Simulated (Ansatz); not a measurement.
Consider HfN.

The calculation's input:

```
crystal:
  lattice:
    - [0.0, 2.2360530421, 2.2360530421]
    - [2.2360530421, 0.0, 2.2360530421]
    - [2.2360530421, 2.2360530421, 0.0]
  atoms:
    - { symbol: Hf, position: [0.0, 0.0, 0.0] }
    - { symbol: "N", position: [0.5, 0.5, 0.5] }
basis:
  ecutwfc: 420
kpoints:
  mp_grid: { grid: [16, 16, 16] }
hamiltonian:
  xc: pbesol
scf:
  occupations: { method: fermi_dirac, width: 0.15 }
output:
  forces: true
  stress: true
  eigenvalues: true
  write_density: true
  write_potential: true
  elf: true
  volumetric_format: npy
```

Run with:

```sh
ansatz run input.yaml --threads 1 --pin off --max-ram 3072MiB --backend cpu --events-out ev --progress --plain --runs-dir out
```

Below, planes, directions and counts refer to the conventional cell (a = 4.47 Å, b = 4.47 Å, c = 4.47 Å, α = 90.00°, β = 90.00°, γ = 90.00°).

Space group Fm-3m; changed on purpose from its base cell (volume × 0.98, shape and atoms relaxed); computed pressure about 6 GPa in this cell; computed without spin polarisation.

These are results of DFT PBEsol, scalar-relativistic, plane waves, PAW (Ansatz), not measurements.

Q: Predict the valence pseudo-density and electron localisation function between the atoms.

A: Hf–N (2.24 Å): ρ at the midpoint is about 0.55 e/Å³; the ELF peaks at about 0.80 in the valence shell of N, 0.6 Å from its nucleus, and drops to about 0.15 between the two atoms; no shared electron pair shows on this line.
Hf–Hf (3.16 Å): ρ is about 0.2 e/Å³ halfway; the ELF is about 0.15 at the midpoint; no shared electron pair shows on this line.

Q: Does the calculation make it a metal, or give it a gap?

A: It is metallic or semimetallic at this level of theory: no gap opens.

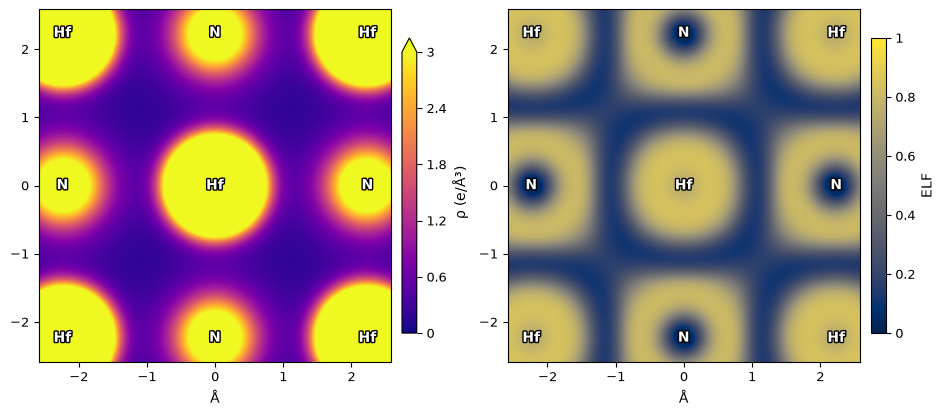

Computed valence pseudo-density and electron localisation function on the (100) plane of the conventional cell, in this order. 

In a PAW calculation such maps are meaningful between the atoms, not at the nuclei.
